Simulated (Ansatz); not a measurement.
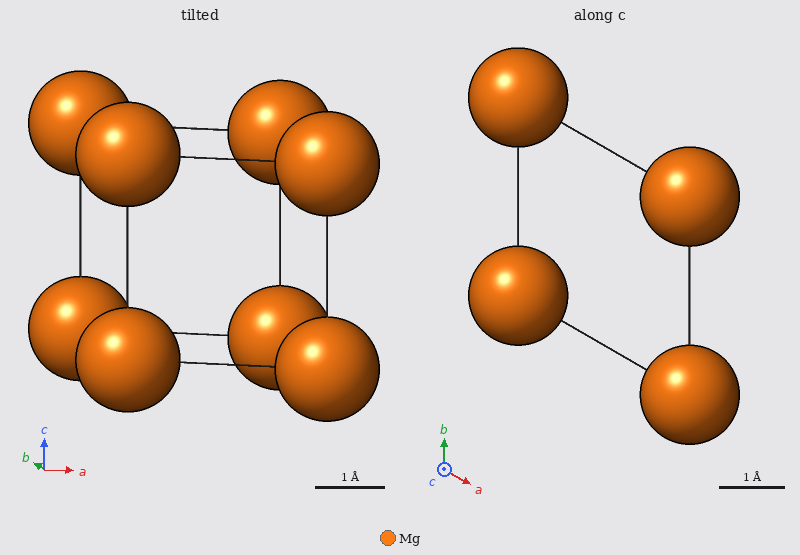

Mg, simple hexagonal, space group P6/mmm (No. 191), a = 3.050 Å, b = 3.050 Å, c = 3.045 Å, α = 90.00°, β = 90.00°, γ = 120.00°. An orthographic spheres-only view of the structure, slightly off an axis and along the c axis. One conventional unit cell is framed, with atoms on its boundary repeated. This one geometry was run with four functionals. The cell is a structure listed in the Materials Project. This isn't the form of Mg at room conditions, which is hcp.

Alike in all runs: Ansatz 0.2.0; potentials Ansatz PAW; cutoff 420 eV; k mesh 6 × 6 × 5 on the run's cell of 1 atom; occupations fermi-dirac, width 0.05 eV; no spin polarisation; no spin-orbit coupling. All runs are metallic.

| level | pressure (GPa) |
| --- | --- |
| PBE0 | ? |
| PBEsol | 0.9 |
| HSE06 | 1.7 |
| LDA | -0.2 |

Question: Fill in the row of PBE0.

Answer: Pressure 1.6 GPa. That is between PBEsol and HSE06 in pressure.

Question: Order the levels by the equilibrium volume that these pressures point to, smallest first.

Answer: LDA (-0.2 GPa), PBEsol (0.9 GPa), PBE0 (1.6 GPa), HSE06 (1.7 GPa). A higher pressure at one volume points to a larger equilibrium volume, as long as the bulk moduli are alike; rows a few tenths of a GPa apart can't be told apart.

Notes on single rows: PBE0 and HSE06: the k mesh is coarse (spacing up to 0.41 Å⁻¹), so the values aren't converged, least of all with exact exchange; PBE0, PBEsol, HSE06 and LDA: the k mesh is coarse (spacing up to 0.41 Å⁻¹), so the values aren't converged.

Caveat: rows whose functional differs from that of their potentials carry a shift in pressure and volume, which can reorder them.
